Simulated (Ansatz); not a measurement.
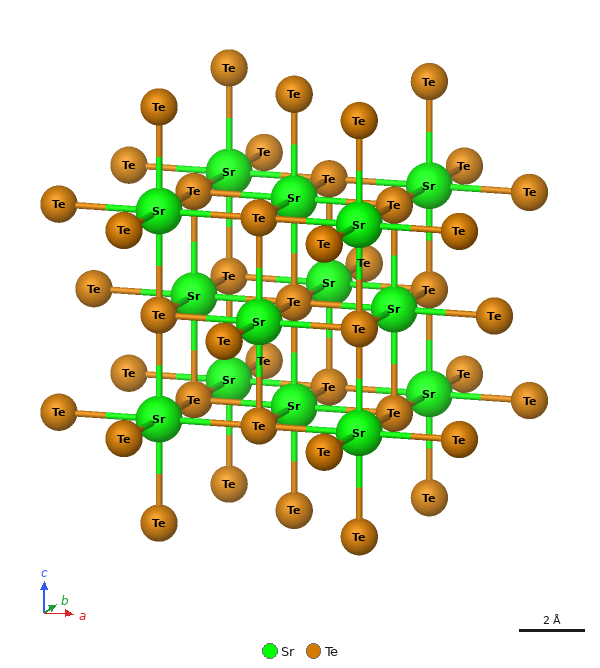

Reference structure: a symmetric starting cell of SrTe (made from another compound by putting Sr in place of Ba). The picture is a ball-and-stick view of the conventional cell (4 times the calculation's cell), seen slightly off an axis. Lengths and directions refer to the drawn axes.

Level of theory: Ansatz 0.2.0, DFT PBE, scalar-relativistic, plane waves, PAW. Settings: plane-wave cutoff 420 eV; k-point mesh 8 × 8 × 8; occupations gaussian; smearing width 0.02 eV; no spin polarisation.

Now this is done to it. All lengths are scaled by +4.3 % (volume +13.4 %), the atoms keeping their fractional coordinates. No relaxation follows. The starting cell wasn't computed here and needn't be at equilibrium, so pressure and forces aren't due to the change alone.

The input:
```yaml
crystal:
  lattice:
    - [0.0, 3.4351317966, 3.4351317966]
    - [3.4351317966, 0.0, 3.4351317966]
    - [3.4351317966, 3.4351317966, 0.0]
  atoms:
    - { symbol: Sr, position: [0.0, 0.0, 0.0] }
    - { symbol: Te, position: [0.5, 0.5, 0.5] }
basis:
  ecutwfc: 420
kpoints:
  mp_grid: { grid: [8, 8, 8] }
hamiltonian:
  xc: pbe
scf:
  occupations: { method: gaussian, width: 0.02 }
output:
  forces: true
  stress: true
  eigenvalues: true
```

Launched with:
```bash
ansatz run input.yaml --threads 1 --pin off --max-ram 1331MiB --backend cpu --events-out ev --progress --plain --runs-dir out
```

### Predict the response.

Near-neighbour distances before and after: Sr–Te 3.294 → 3.435 Å. The space group stays Fm-3m (No. 225). The pressure is −1.9 GPa (not all of it need come from the change, since the unchanged cell can be under pressure at this level too). All forces vanish by symmetry.

Drawn alike, the variant:

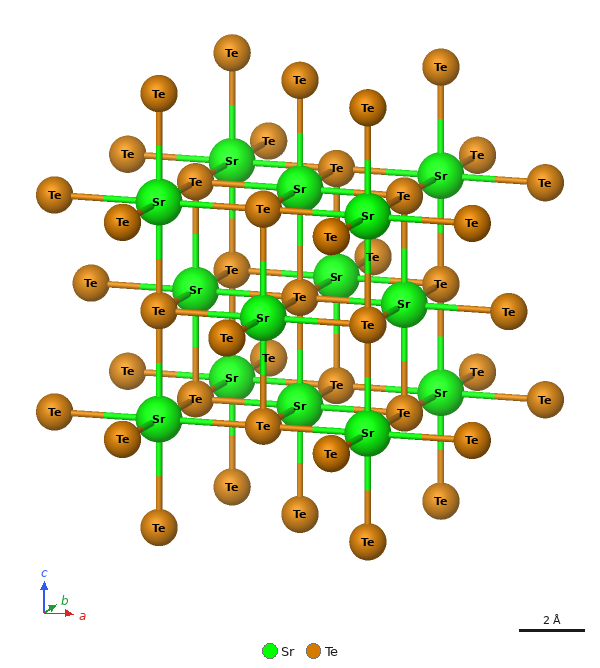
